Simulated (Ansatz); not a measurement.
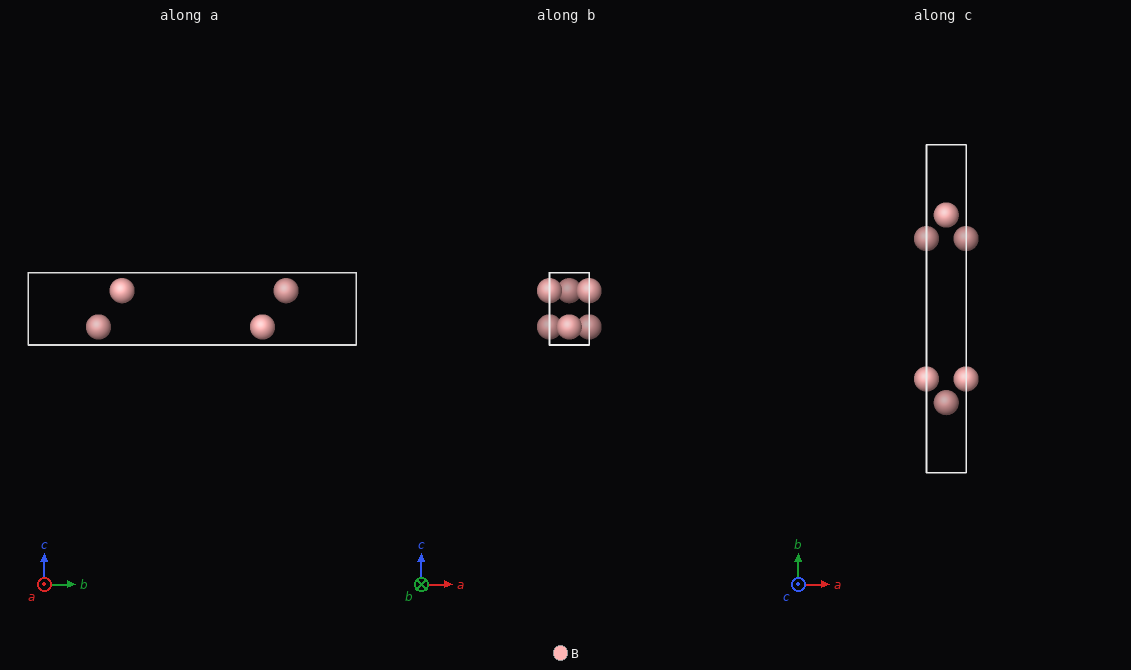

We look at a spheres-only model of the crystal along the a axis, along the b axis and along the c axis. The frame is the conventional unit cell; atoms at its boundary are shown with their periodic copies.

Lattice parameters: a = 1.601 Å, b = 13.268 Å, c = 2.932 Å, α = 90.00°, β = 90.00°, γ = 90.00°.

> From the views, write a table of Wyckoff sites, with free fractional coordinates to two decimals.

Space group Cmcm (No. 63).
| atom | site | x | y | z |
| --- | --- | --- | --- | --- |
| B | 4c | 0.00 | 0.71 | 0.25 |

The cell started as a structure type filled with this element by a generator (whether the element takes this form wasn't checked). A relaxation with Ansatz, DFT, BLYP, plane waves (420 eV) with PAW, scalar-relativistic was begun but didn't finish; this is its last step.
